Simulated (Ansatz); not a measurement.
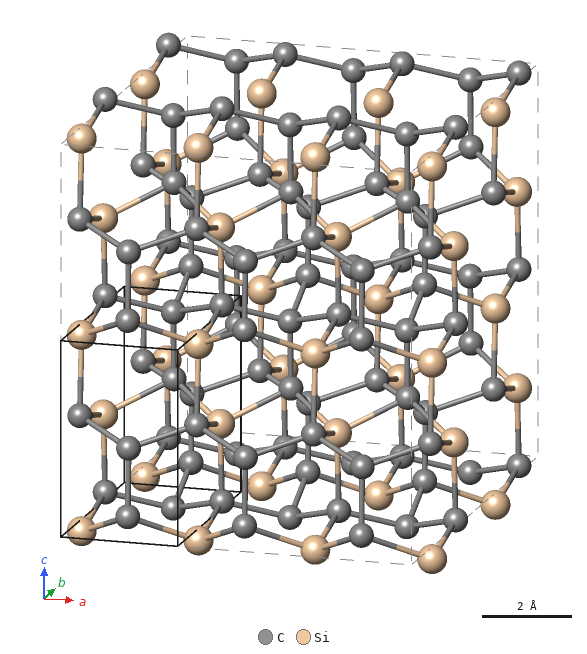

Drawn in the ball-and-stick manner and seen slightly off an axis. 3×2×2 cells are drawn; the solid outline is the conventional unit cell. Cell: a = 2.760 Å, b = 4.905 Å, c = 4.596 Å, α = 90.00°, β = 90.00°, γ = 90.00°.

What does the picture show?

The formula is SiC3. Space group Pmc2_1 (No. 26), lattice primitive orthorhombic. The cell comprises 2 formula units: 2 Si, 6 C. The neighbours of Si are four C in a distorted tetrahedral arrangement at about 1.8 to 1.9 Å. C takes three kinds of site: 2b with four C in a tetrahedral arrangement at about 1.6 Å; 2b with two C and two Si in a distorted tetrahedral arrangement (about 1.6 Å to C, 1.8 Å to Si); 2a with two Si and two C in a distorted tetrahedral arrangement (about 1.9 Å to Si, 1.6 Å to C). The bonds build a three-dimensional framework.

The structure was taken from a structure listed in the Materials Project, with elements exchanged, so it need not be a known form of the compound. It is drawn as it came out of a relaxation with DFT LDA, scalar-relativistic, plane waves, PAW in Ansatz 0.2.0.
